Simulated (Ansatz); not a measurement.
# Se: what the fields show

Input file:

```
crystal:
  lattice:
    - [4.0663877714, 0.0, 0.0]
    - [-2.0331938857, 3.5215951117, 0.0]
    - [0.0, 0.0, 5.128102203]
  atoms:
    - { symbol: Se, position: [0.2474441096, 0.0, 0.1666666667] }
    - { symbol: Se, position: [0.0, 0.2474441096, 0.8333333333] }
    - { symbol: Se, position: [0.7525558904, 0.7525558904, 0.5] }
basis:
  ecutwfc: 420
kpoints:
  mp_grid: { grid: [12, 12, 8] }
  band_path:
    path:
      - [[0.0, 0.0, 0.0], [0.5, 0.0, 0.0], [0.33333333, 0.33333333, 0.0], [0.0, 0.0, 0.0], [0.0, 0.0, 0.5], [0.5, 0.0, 0.5], [0.33333333, 0.33333333, 0.5], [0.0, 0.0, 0.5]]
      - [[0.5, 0.0, 0.5], [0.5, 0.0, 0.0]]
      - [[0.33333333, 0.33333333, 0.5], [0.33333333, 0.33333333, 0.0]]
    npoints: 14
hamiltonian:
  xc: lda
scf:
  occupations: { method: gaussian, width: 0.02 }
  n_extra_bands: 7
output:
  forces: true
  stress: true
  eigenvalues: true
  populations: true
  dos: { projected: true, de: 0.02, nscf_kmesh: { grid: [18, 18, 12] } }
  bader: true
  write_density: true
  write_potential: true
  elf: true
  volumetric_format: npy
```

Command:

```sh
ansatz run input.yaml --threads 1 --pin off --max-ram 2560MiB --backend cpu --events-out ev --progress --plain --runs-dir out
```

Below, planes, directions and counts refer to the conventional cell (a = 4.07 Å, b = 4.07 Å, c = 5.13 Å, α = 90.00°, β = 90.00°, γ = 120.00°).

Space group P3₂21; computed pressure about −2 GPa in this cell.

Level of theory: DFT LDA, scalar-relativistic, plane waves, PAW in Ansatz 0.2.0.

Core electrons are frozen (PAW), and the valence fields are smoothed inside the atomic spheres.

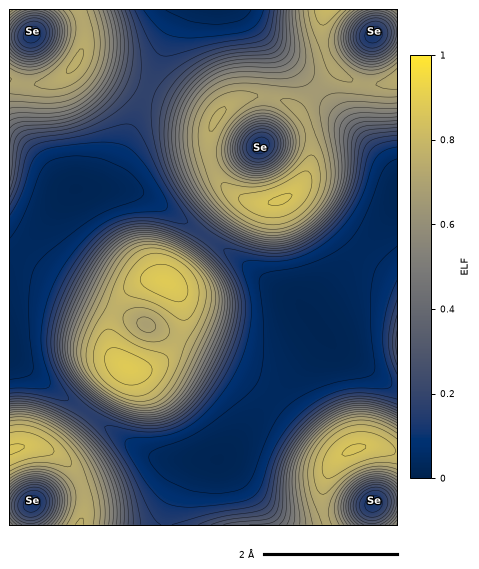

Figure 1. Electron localisation function on the (110) plane of the conventional cell.

Question: What do the fields say about this system?

Answer:
- The plane passes through Se nuclei.
- Atoms just off the plane (Se, 0.5 Å away) can leave unmarked features too.
- Se–Se (2.44 Å): the ELF peaks at about 0.70 between the atoms.
- The ELF also peaks beside Se, away from the bonds: lone-pair regions.

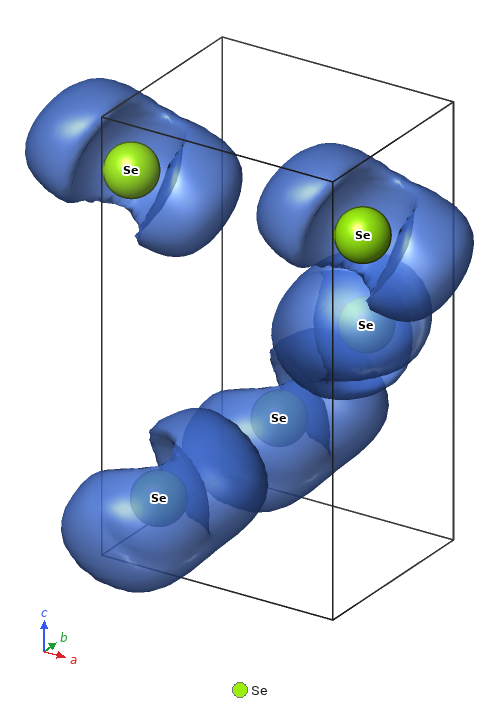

Figure 2. Isosurface of the electron localisation function at 0.75 (blue), seen slightly off an axis. Only the valence region is drawn (cores and ρ < 0.01 e/Å³ removed).

Question: Identify the bonds, lone pairs and shells in this picture.

Answer: The surface consists of three regions wrapped around Se (the valence shell of each), counted in one cell of 3 atoms. Regions shared between cells count once.

Question: Metal or insulator at this level of theory?

Answer: It is gapped, with a Kohn–Sham gap of 0.44 eV on the k-point mesh, an upper bound to the gap of this method.
